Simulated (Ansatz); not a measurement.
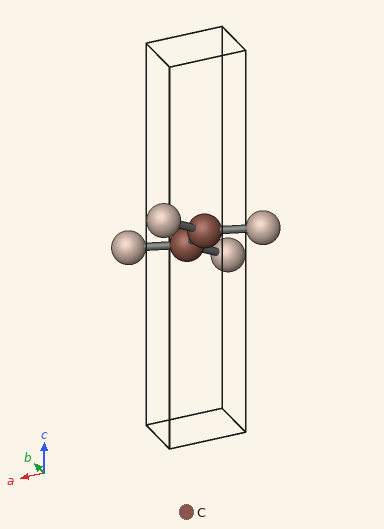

The crystal in a ball-and-stick representation, seen from a general direction. The wireframe shows the simulation cell. Bonded neighbours in the next cells are drawn too, in fainter colours. Cell: a = 2.490 Å, b = 2.490 Å, c = 9.408 Å, α = 90.00°, β = 90.00°, γ = 120.00°.

- The element is carbon.
- The cell holds two atoms.
- The C atoms are each bonded to three C in a trigonal planar arrangement at about 1.4 Å.
- The bonds build C layers parallel to (001).

Provenance: a structure listed in the Materials Project. The cell was then strained or its atoms displaced on purpose. It was run through Ansatz as a DFT input.
